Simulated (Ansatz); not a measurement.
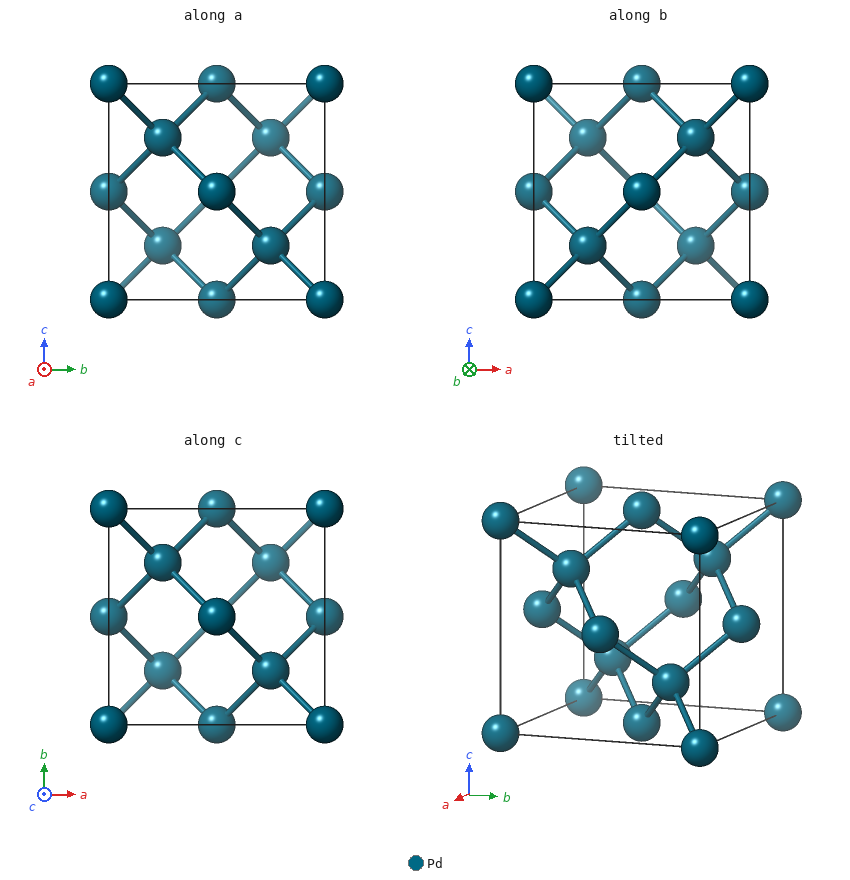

Ball-and-stick model, viewed along the a axis, along the b axis, along the c axis and slightly off an axis. Lines trace the edges of the conventional unit cell.

Lattice parameters: a = 5.649 Å, b = 5.649 Å, c = 5.649 Å, α = 90.00°, β = 90.00°, γ = 90.00°.

> Write the structure as a table of Wyckoff sites.

Space group Fd-3m:1 (No. 227).
| atom | site | x | y | z |
| --- | --- | --- | --- | --- |
| Pd | 8a | 0.2500 | 0.7500 | 0.7500 |

The structure comes from a structure type filled with this element by a generator (whether the element takes this form wasn't checked). Earlier steps of the study may have refined or changed the cell and positions. A calculation with Ansatz used it as input.

At this level of theory the cell isn't at rest (compressed, at 7 GPa), so its distances can differ from those at equilibrium, the more so the softer the solid.
